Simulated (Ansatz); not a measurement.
System: AlNi.

The calculation's input:

```
crystal:
  lattice:
    - [2.9603627763, -0.4554404271, -0.4554404271]
    - [-0.4554404271, 2.9603627763, -0.4554404271]
    - [-0.4554404271, -0.4554404271, 2.9603627763]
  atoms:
    - { symbol: Al, position: [0.0, 0.0, 0.0] }
    - { symbol: Ni, position: [0.5, 0.5, 0.5] }
basis:
  ecutwfc: 420
kpoints:
  mp_grid: { grid: [18, 18, 18] }
hamiltonian:
  xc: pbe
scf:
  occupations: { method: gaussian, width: 0.15 }
output:
  forces: true
  stress: true
  eigenvalues: true
  write_density: true
  write_potential: true
  elf: true
  volumetric_format: npy
```

Launched as:

```sh
ansatz run input.yaml --threads 1 --pin off --max-ram 2560MiB --backend cpu --events-out ev --progress --plain --runs-dir out
```

Below, planes, directions and counts refer to the conventional cell (a = 4.83 Å, b = 4.83 Å, c = 3.55 Å, α = 90.00°, β = 90.00°, γ = 120.00°).

Space group R-3m; computed pressure about 72 GPa in this cell; computed without spin polarisation.

All numbers below come from Ansatz, DFT PBE, scalar-relativistic, plane waves, PAW.

Q: Predict the valence pseudo-density and electron localisation function between the atoms.

A: Al–Ni (1.77 Å): ρ is about 0.94 e/Å³ halfway; the ELF is about 0.35 at the midpoint.

Q: Does the calculation give a band gap?

A: It is metallic or semimetallic at this level of theory: no gap opens.

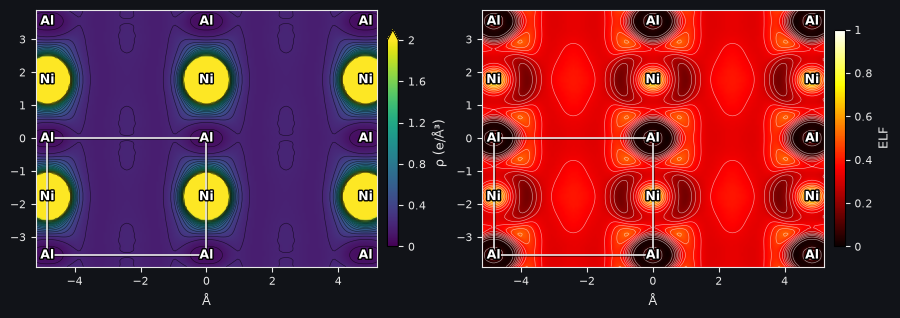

Computed valence pseudo-density and electron localisation function on the (100) plane of the conventional cell, in this order. 

In a PAW calculation such maps are meaningful between the atoms, not at the nuclei.
